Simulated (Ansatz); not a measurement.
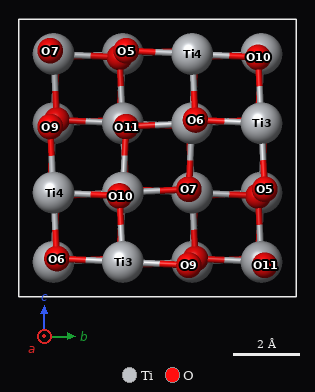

This is the input geometry for a relaxation of crystalline TiO₂ (set up in Fd-3m) (coarse preliminary run). Style: ball-and-stick. Shown: the conventional cell (4 times the calculation's cell), along the a axis. Lengths and directions refer to the drawn axes.

Case: 2 of 2 Li taken out, relaxed.

All numbers below come from Ansatz, DFT PBE+U+D3(BJ), scalar-relativistic, plane waves, PAW.

Input file:
```yaml
crystal:
  lattice:
    - [0.0, 4.2213900558, 4.2213900558]
    - [4.2213900558, 0.0, 4.2213900558]
    - [4.2213900558, 4.2213900558, 0.0]
  atoms:
    - { symbol: Ti, position: [0.625, 0.625, 0.625] }
    - { symbol: Ti, position: [0.125, 0.625, 0.625] }
    - { symbol: Ti, position: [0.625, 0.625, 0.125] }
    - { symbol: Ti, position: [0.625, 0.125, 0.625] }
    - { symbol: O, position: [0.3871104227, 0.3871104227, 0.3871104227] }
    - { symbol: O, position: [0.4113312681, 0.8628895773, 0.8628895773] }
    - { symbol: O, position: [0.3871104227, 0.3871104227, 0.8386687319] }
    - { symbol: O, position: [0.8628895773, 0.4113312681, 0.8628895773] }
    - { symbol: O, position: [0.8386687319, 0.3871104227, 0.3871104227] }
    - { symbol: O, position: [0.8628895773, 0.8628895773, 0.8628895773] }
    - { symbol: O, position: [0.3871104227, 0.8386687319, 0.3871104227] }
    - { symbol: O, position: [0.8628895773, 0.8628895773, 0.4113312681] }
basis:
  ecutwfc: 420
kpoints:
  mp_grid: { grid: [4, 4, 4] }
hamiltonian:
  xc: pbe
  dispersion: d3bj
  hubbard: { sites: [{ species: Ti, l: d, u_eff: 4.0 }] }
scf:
  occupations: { method: gaussian, width: 0.1 }
output:
  forces: true
  stress: true
  eigenvalues: true
relax:
  adjacent_minimum: "off"
  f_tol: 0.0325
  max_steps: 70
  cell: { stress_tol: 0.24 }
```

Command:
```bash
ansatz run input.yaml --threads 2 --pin off --max-ram 5120MiB --backend cpu --events-out ev --progress --plain --runs-dir out
```

What does the optimiser find from here?

The energy falls by 25.5 meV per atom in 3 accepted moves (4 points after the start). The largest force component goes from 0.72 to 0.0018 eV/Å. The pressure goes from −6.99 to −0.05 GPa. The SCF was repeated once at an unchanged geometry on a basis and grid sized afresh for the cell, which shifted the energy by less than 0.05 meV per atom at most. The largest moves relative to the cell, 0.058 Å, are those of 8 atoms (O5, O6, O7, O8 and others). O10 goes along [−1 −1 −1]. Ti stays in place. Cell: a = b = c 8.443 → 8.436 Å (−0.1 %). Volume −0.2 %. Near-neighbour distances that change, for instance: Ti1–O11 2.014 → 1.983 Å. Among the angles between lasting bonds that change: O6–Ti1–O7 96.0° → 98.1°, O6–Ti1–O8 84.0° → 81.9°. The space group stays Fd-3m (No. 227). Cost: 21 s on 2 threads of Intel(R) Xeon(R) Platinum 8259CL CPU @ 2.50GHz (Skylake/Cascade Lake), with other jobs on the host, peak memory 0.56 GiB.

The end point in the same view:

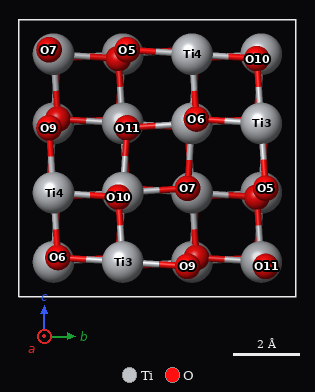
